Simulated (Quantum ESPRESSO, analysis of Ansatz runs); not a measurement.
# HfO2 (P2_1/c), nudged elastic band: V_O hop (2.6 Å) (q = +2) (Quantum ESPRESSO), part 3 of 3

Aim: the barrier of one jump in HfO2 (P2_1/c) at charge +2: V_O hop (2.6 Å). The model is a cell of 48 host atoms with 1 O taken out; O is the atom that moves.

Quantum ESPRESSO 7.5; Quantum ESPRESSO plane-wave DFT, PBEsol, GBRV 1.5 PBEsol potentials; nudged elastic band between two relaxed defect structures at fixed charge in a uniform background.

So far: Set-up; Relaxation of the start point, charge +2; Relaxation of the end point, charge +2.

## (4) Nudged elastic band, charge +2

3 movable images are laid between the ends by interpolation. Each image feels the true force across the path and a spring force along it. The highest image is set to climb to the top of the path.

This step: Quantum ESPRESSO plane-wave DFT, PBEsol, GBRV 1.5 PBEsol potentials; nudged elastic band between two relaxed defect structures at fixed charge in a uniform background.

neb.in reads:

```
BEGIN
BEGIN_PATH_INPUT
&PATH
  restart_mode = 'from_scratch'
  string_method = 'neb'
  nstep_path = 45
  ds = 1.5
  opt_scheme = 'broyden'
  num_of_images = 5
  k_max = 0.3
  k_min = 0.2
  CI_scheme = 'auto'
  path_thr = 0.06
/
END_PATH_INPUT
BEGIN_ENGINE_INPUT
&CONTROL
  prefix = 'pwscf'
  outdir = './tmp'
  pseudo_dir = './pseudo'
  disk_io = 'low'
/
&SYSTEM
  ibrav = 0
  nat = 47
  ntyp = 2
  ecutwfc = 36
  ecutrho = 288
  nbnd = 192
  occupations = 'fixed'
  tot_charge = 2
  nosym = .true.
/
&ELECTRONS
  conv_thr = 5d-08
  electron_maxstep = 100
  mixing_beta = 0.5
/
ATOMIC_SPECIES
Hf   178.4900 hf_pbesol_v1.uspp.F.UPF
O     15.9990 o_pbesol_v1.2.uspp.F.UPF
CELL_PARAMETERS angstrom
  -5.9416700219    5.1632183080    5.1583953540
   4.2040263251   -5.1632183080    5.1655566081
   5.9416700219    5.1632183080   -5.1583953540
BEGIN_POSITIONS
FIRST_IMAGE
ATOMIC_POSITIONS crystal
Hf     0.0807521737    0.4883844194    0.8624705305
Hf     0.0854365252    0.9949829373    0.3706547095
Hf     0.5807917646    0.4910151014    0.3495403809
Hf     0.5857391749    0.9934894490    0.8728644770
Hf     0.3756141343    0.2576163827    0.8361578956
Hf     0.3719722140    0.7519797290    0.3347260107
Hf     0.8740000751    0.2578682646    0.3423170179
Hf     0.8948227371    0.7796512624    0.8611107447
Hf     0.4174953274    0.0082024321    0.1344596825
Hf     0.3981719393    0.5135318227    0.6354068162
Hf     0.9172407881    0.0053346738    0.6322105205
Hf     0.9165021978    0.5103724961    0.1370795793
Hf     0.1295045549    0.2502449372    0.1645805190
Hf     0.1198228376    0.7439445752    0.6612678931
Hf     0.6222464078    0.2167836605    0.6581140801
Hf     0.6274047962    0.7472349129    0.1590269352
O      0.3769241129    0.2284992959    0.5951447200
O      0.3611544017    0.7136974387    0.0945030145
O      0.8632651690    0.2128619815    0.0971516957
O      0.8516889918    0.7049101371    0.5990679852
O      0.3831744518    0.0369009659    0.8986066518
O      0.3888885393    0.5312915393    0.4021220795
O      0.8815695677    0.0352918597    0.3974630929
O      0.8516325011    0.5200449488    0.8597146384
O      0.1332261215    0.2865473941    0.4040754247
O      0.1396920340    0.7860773504    0.9067622263
O      0.6383359866    0.2775982787    0.9040975120
O      0.6375495421    0.7829166863    0.3984463524
O      0.1161644060    0.4675790526    0.1028089677
O      0.1198066061    0.9642659465    0.6010461585
O      0.6191129051    0.9673549692    0.1023618714
O      0.3412797556    0.2126181703    0.1910956125
O      0.3339417567    0.7145172369    0.6928693989
O      0.8400969136    0.2037228560    0.6906147848
O      0.8386730206    0.7126828241    0.1837820482
O      0.4793513445    0.0373775289    0.3793908587
O      0.4756636120    0.5419711904    0.8781513988
O      0.9900716532    0.0502439217    0.8839282883
O      0.9725717073    0.5413049651    0.3766534511
O      0.1634796066    0.2905675319    0.8064023350
O      0.1628204288    0.7912750022    0.3105291788
O      0.6644274452    0.2933624019    0.3270975095
O      0.6553937227    0.7610895353    0.7876813785
O      0.0244433532    0.4607796254    0.6229861526
O      0.0307501712    0.9704655742    0.1311075033
O      0.5250634743    0.4587113577    0.1160799688
O      0.5226483188    0.9474816203    0.6222744259
INTERMEDIATE_IMAGE
ATOMIC_POSITIONS crystal
Hf     0.0825286266    0.4904700406    0.8641625416
Hf     0.0784819473    0.9878420795    0.3639891086
[... 45 atom lines left out ...]
INTERMEDIATE_IMAGE
ATOMIC_POSITIONS crystal
Hf     0.0843050794    0.4925556618    0.8658545527
Hf     0.0715273694    0.9807012216    0.3573235077
[... 45 atom lines left out ...]
INTERMEDIATE_IMAGE
ATOMIC_POSITIONS crystal
Hf     0.0860815323    0.4946412830    0.8675465638
Hf     0.0645727914    0.9735603637    0.3506579067
[... 45 atom lines left out ...]
LAST_IMAGE
ATOMIC_POSITIONS crystal
Hf     0.0878579852    0.4967269042    0.8692385749
Hf     0.0576182135    0.9664195058    0.3439923058
[... 2 atom lines left out ...]
Hf     0.3773169705    0.2629213059    0.8637162964
[... 4 atom lines left out ...]
Hf     0.4191082380    0.5297740342    0.6343851596
[... 4 atom lines left out ...]
Hf     0.6413307342    0.2408640995    0.6605204787
[... 1 atom line left out ...]
O      0.6062621202    0.4543498718    0.6025941148
[... 4 atom lines left out ...]
O      0.3788046469    0.5361338521    0.3959998440
[... 1 atom line left out ...]
O      0.8842267871    0.5331565529    0.8953288853
O      0.1606299644    0.2698997380    0.4187013149
[... 1 atom line left out ...]
O      0.6295443842    0.2819934565    0.8935304852
[... 8 atom lines left out ...]
O      0.4718884584    0.0439822790    0.3794703065
O      0.4745296437    0.5115765900    0.8556000950
[... 5 atom lines left out ...]
O      0.6659404314    0.8008513323    0.8062880246
[... 3 atom lines left out ...]
O      0.5163130233    0.9620999241    0.6198704295
END_POSITIONS
K_POINTS gamma
END_ENGINE_INPUT
END
```

Run with:

```
$ OMP_NUM_THREADS=1 mpirun -n 4 neb.x -ni 2 -inp neb.in > neb.out
```

The program printed:

```text
[shortened: banners, details of potentials and solvers, and blank lines are left out]
[banner, memory and clock lines left out]
     path-images division:  nimage    =       2
     initial path length           =  4.7739 bohr
     initial inter-image distance  =  1.1935 bohr
     string_method                 =    neb
     restart_mode                  =    from_scratch
     opt_scheme                    =    broyden
     num_of_images                 =    5
     nstep_path                    =    45
     CI_scheme                     =    auto
     first_last_opt                =    F
     use_freezing                  =    F
     ds                            =    1.5000 a.u.
     k_max                         =    0.3000 a.u.
     k_min                         =    0.2000 a.u.
     path_thr                      =    0.0600 eV / A
     ------------------------------ iteration   1 ------------------------------
     activation energy (->) =   1.748330 eV
     activation energy (<-) =   1.745476 eV
     image        energy (eV)        error (eV/A)        frozen
         1     -48236.2590308            0.021540            T
         2     -48235.2594431            1.358009            F
         3     -48234.5107010            1.928515            F
         4     -48235.3326460            1.143835            F
         5     -48236.2561770            0.025108            T
     climbing image =  3
     path length          =  4.774 bohr
     inter-image distance =  1.193 bohr
     ------------------------------ iteration   2 ------------------------------
     activation energy (->) =   1.406787 eV
     activation energy (<-) =   1.403933 eV
     image        energy (eV)        error (eV/A)        frozen
         1     -48236.2590308            0.021540            T
         2     -48235.3453843            0.574589            F
         3     -48234.8522438            0.745538            F
         4     -48235.4393096            0.556329            F
         5     -48236.2561770            0.025108            T
     climbing image =  3
     path length          =  4.802 bohr
[...]
------------------------------ iteration   3 ------------------------------
     activation energy (->) =   1.311415 eV
     activation energy (<-) =   1.308561 eV
     image        energy (eV)        error (eV/A)        frozen
         1     -48236.2590308            0.021540            T
         2     -48235.3725673            0.388511            F
         3     -48234.9476163            0.596691            F
         4     -48235.4756279            0.348421            F
         5     -48236.2561770            0.025108            T
     climbing image =  3
     path length          =  4.821 bohr
[...]
------------------------------ iteration   4 ------------------------------
     activation energy (->) =   1.234123 eV
     activation energy (<-) =   1.231270 eV
     image        energy (eV)        error (eV/A)        frozen
         1     -48236.2590308            0.021540            T
         2     -48235.4040396            0.365675            F
         3     -48235.0249074            0.571112            F
         4     -48235.5115348            0.239398            F
         5     -48236.2561770            0.025108            T
     climbing image =  3
     path length          =  4.888 bohr
[...]
------------------------------ iteration   5 ------------------------------
     activation energy (->) =   1.208658 eV
     activation energy (<-) =   1.205804 eV
     image        energy (eV)        error (eV/A)        frozen
         1     -48236.2590308            0.021540            T
         2     -48235.4348876            0.231830            F
         3     -48235.0503732            0.301944            F
         4     -48235.5354369            0.203177            F
         5     -48236.2561770            0.025108            T
     climbing image =  3
     path length          =  4.904 bohr
[...]
------------------------------ iteration   6 ------------------------------
     activation energy (->) =   1.172554 eV
     activation energy (<-) =   1.169700 eV
     image        energy (eV)        error (eV/A)        frozen
         1     -48236.2590308            0.021540            T
         2     -48235.4850301            0.207457            F
         3     -48235.0864773            0.453649            F
         4     -48235.5730089            0.181981            F
         5     -48236.2561770            0.025108            T
     climbing image =  3
     path length          =  5.022 bohr
[...]
------------------------------ iteration   7 ------------------------------
     activation energy (->) =   1.160102 eV
     activation energy (<-) =   1.157248 eV
     image        energy (eV)        error (eV/A)        frozen
         1     -48236.2590308            0.021540            T
         2     -48235.5051958            0.169315            F
         3     -48235.0989291            0.152474            F
         4     -48235.5825886            0.171763            F
         5     -48236.2561770            0.025108            T
     climbing image =  3
     path length          =  5.100 bohr
[...]
------------------------------ iteration   8 ------------------------------
     activation energy (->) =   1.156155 eV
     activation energy (<-) =   1.153301 eV
     image        energy (eV)        error (eV/A)        frozen
         1     -48236.2590308            0.021540            T
         2     -48235.5050756            0.077237            F
         3     -48235.1028760            0.101720            F
         4     -48235.5846902            0.086909            F
         5     -48236.2561770            0.025108            T
     climbing image =  3
     path length          =  5.069 bohr
[...]
------------------------------ iteration   9 ------------------------------
     activation energy (->) =   1.152493 eV
     activation energy (<-) =   1.149639 eV
     image        energy (eV)        error (eV/A)        frozen
         1     -48236.2590308            0.021540            T
         2     -48235.5094538            0.067700            F
         3     -48235.1065379            0.087188            F
         4     -48235.5876732            0.074487            F
         5     -48236.2561770            0.025108            T
     climbing image =  3
     path length          =  5.074 bohr
[...]
------------------------------ iteration  10 ------------------------------
     activation energy (->) =   1.143910 eV
     activation energy (<-) =   1.141056 eV
     image        energy (eV)        error (eV/A)        frozen
         1     -48236.2590308            0.021540            T
         2     -48235.5205294            0.077693            F
         3     -48235.1151210            0.123884            F
         4     -48235.5928833            0.081139            F
         5     -48236.2561770            0.025108            T
     climbing image =  3
     path length          =  5.081 bohr
[...]
------------------------------ iteration  11 ------------------------------
     activation energy (->) =   1.141463 eV
     activation energy (<-) =   1.138610 eV
     image        energy (eV)        error (eV/A)        frozen
         1     -48236.2590308            0.021540            T
         2     -48235.5252854            0.093104            F
         3     -48235.1175675            0.108294            F
         4     -48235.5939657            0.080217            F
         5     -48236.2561770            0.025108            T
     climbing image =  3
     path length          =  5.091 bohr
[...]
------------------------------ iteration  12 ------------------------------
     activation energy (->) =   1.140551 eV
     activation energy (<-) =   1.137697 eV
     image        energy (eV)        error (eV/A)        frozen
         1     -48236.2590308            0.021540            T
         2     -48235.5265431            0.077240            F
         3     -48235.1184803            0.084399            F
         4     -48235.5951566            0.070904            F
         5     -48236.2561770            0.025108            T
     climbing image =  3
     path length          =  5.095 bohr
[...]
------------------------------ iteration  13 ------------------------------
     activation energy (->) =   1.133875 eV
     activation energy (<-) =   1.131021 eV
     image        energy (eV)        error (eV/A)        frozen
         1     -48236.2590308            0.021540            T
         2     -48235.5423686            0.080392            F
         3     -48235.1251559            0.117027            F
         4     -48235.5992644            0.068103            F
         5     -48236.2561770            0.025108            T
     climbing image =  3
     path length          =  5.164 bohr
[...]
------------------------------ iteration  14 ------------------------------
     activation energy (->) =   1.131753 eV
     activation energy (<-) =   1.128899 eV
     image        energy (eV)        error (eV/A)        frozen
         1     -48236.2590308            0.021540            T
         2     -48235.5485719            0.056239            F
         3     -48235.1272776            0.065807            F
         4     -48235.6023026            0.052689            F
         5     -48236.2561770            0.025108            T
     climbing image =  3
     path length          =  5.199 bohr
[...]
------------------------------ iteration  15 ------------------------------
     activation energy (->) =   1.131089 eV
     activation energy (<-) =   1.128235 eV
     image        energy (eV)        error (eV/A)        frozen
         1     -48236.2590308            0.021540            T
         2     -48235.5562107            0.053008            F
         3     -48235.1279422            0.047465            F
         4     -48235.6031984            0.079076            F
         5     -48236.2561770            0.025108            T
     climbing image =  3
     path length          =  5.264 bohr
[...]
------------------------------ iteration  16 ------------------------------
     activation energy (->) =   1.130378 eV
     activation energy (<-) =   1.127524 eV
     image        energy (eV)        error (eV/A)        frozen
         1     -48236.2590308            0.021540            T
         2     -48235.5580876            0.041385            F
         3     -48235.1286533            0.040582            F
         4     -48235.6061427            0.044960            F
         5     -48236.2561770            0.025108            T
     climbing image =  3
     path length          =  5.265 bohr
     inter-image distance =  1.316 bohr
     neb: convergence achieved in  16 iterations
```

It took 23 min on 4 MPI ranks of Arm Neoverse V2, shared host; peak memory 2.4 GiB; 1.6 h of CPU time.

The path, image by image:

```
image  path (Å)  energy (eV)     O17: x, y, z (Å)
    0     0.000       0.0000  2.257, 3.839, 0.055
    1     0.703       0.7009  2.017, 3.715, 0.609
    2     1.283       1.1304  1.898, 3.699, 1.124
    3     1.959       0.6529  1.846, 3.737, 1.737
    4     2.786       0.0029  1.888, 3.896, 2.366
```

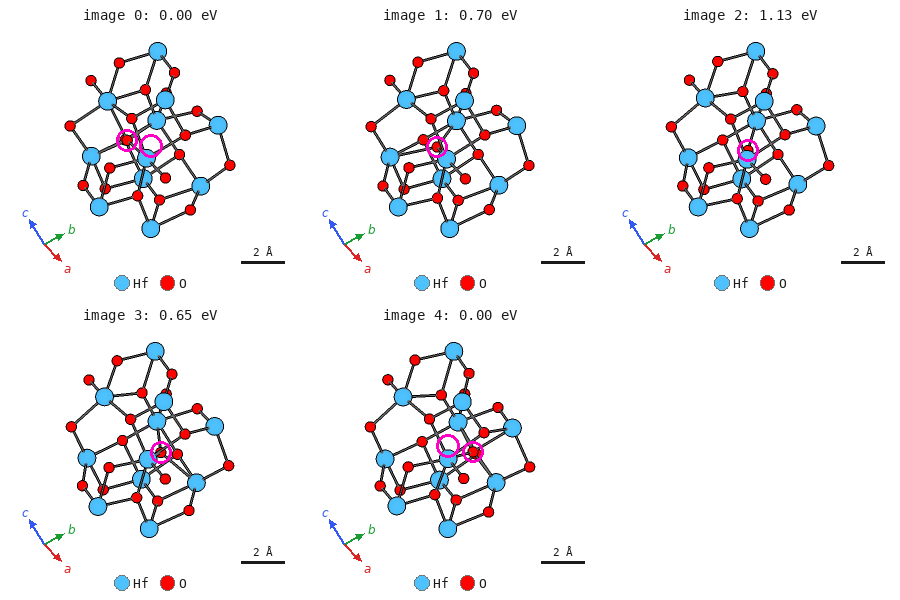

Images along the path; O17 is ringed. A ring with no atom in it marks the empty centre.

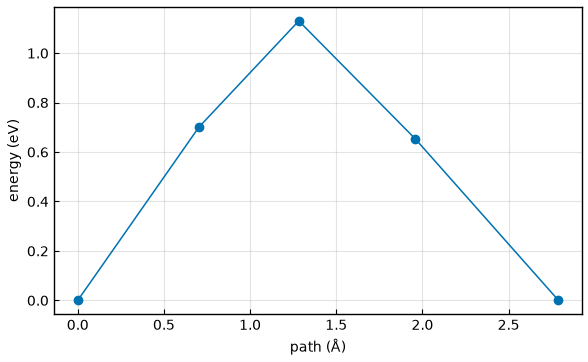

Energy along the path.

This step gave:

```
barrier forward  : 1.130 eV
barrier backward : 1.128 eV
end less start   : 0.002854 eV
hop length       : 2.341 Å
```

The band met its tolerance of 0.06 eV/Å after 16 iterations, with image 2 on top (the start counts as 0). O17, which moves farthest between the ends, has 4 Hf at 2.19 to 2.22 Å nearest at the start and 2 Hf at 1.98 Å at the top.

## (5) What came out

| Item | Value |
| --- | --- |
| barrier forward | 1.13 eV |
| barrier backward | 1.13 eV |
| end less start | 0.00 eV |
| hop length | 2.34 Å |
| band iterations, as the log counts them | 16 |

The top of the band lies 1.13 eV above the start and 1.13 eV above the end. In the end relaxations the farther half of the atoms moved by 0.10 Å r.m.s. or more, so the host itself may distort at this sampling, and part of the barrier may belong to that. At the top O17 stands 1.98 Å from its nearest Hf, 0.21 Å closer than at the start. The order of the top as a saddle was not checked for all atoms, so a bent path could be lower. No image-charge correction is applied; it largely cancels along a path if the charge stays localised alike. Limits: sampling at the zone centre alone can move energies of charged and open-shell states by tenths of an eV or more in cells of this size; periodic copies of the defect are only 8.4 Å apart; spin–orbit coupling, which can matter with heavy atoms, is left out. The cutoff of 36 Ry is under the 40 Ry advised for these potentials.

[Logs are printed without paths, hosts, clocks, repeated set-up lines and the standing remarks that a program may print on its own settings, such as how far it seeks lower states.]

[Hosts, paths, dates, database ids (printed as entryN), source tags and the programs' standing remarks are cut or masked in the printed files.]
